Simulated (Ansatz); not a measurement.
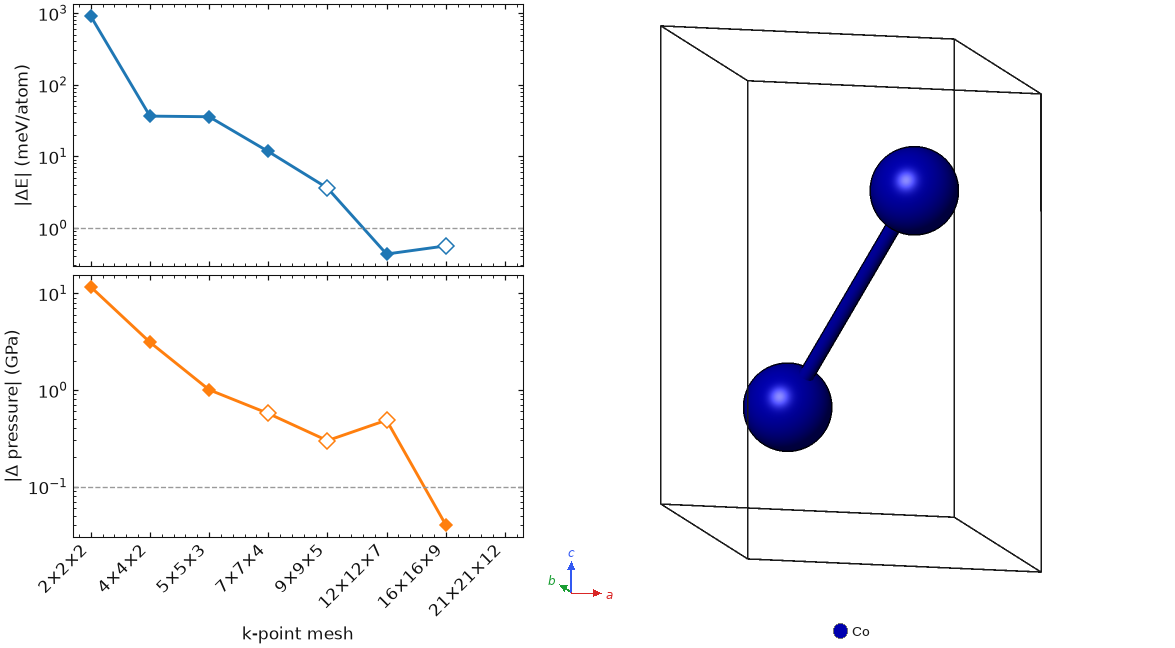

Beside the plot: the structure.

One cell, run at 8 values of the k-point mesh.
The run: Co (P6_3/mmc, 2 atoms in the cell), by Ansatz 0.2.0, DFT, LDA (PW92), plane waves (420 eV) with PAW, scalar-relativistic; Fermi–Dirac smearing of 0.05 eV, collinear spins.
ΔE is the free energy less its value at the densest setting, 21×21×12.
Dashed lines or grey bands mark the tolerance: 1 meV/atom and 0.1 GPa.
On logarithmic panels, open markers lie below the reference value and filled ones above.

Q: From which setting is the free energy converged to 1 meV/atom?

A: The free energy is within 1 meV/atom of the densest setting's value from 12×12×7 on. It is off by 900 meV/atom at 2×2×2, 36 meV/atom at 5×5×3 and 3.6 meV/atom at 9×9×5 (on both sides of it).

Q: How does the pressure behave (tolerance 0.1 GPa)?

A: The pressure is within 0.1 GPa of the densest setting's value from 16×16×9 on. It is off by 12 GPa at 2×2×2, 0.57 GPa at 7×7×4 and 0.49 GPa at 12×12×7 (on both sides of it).
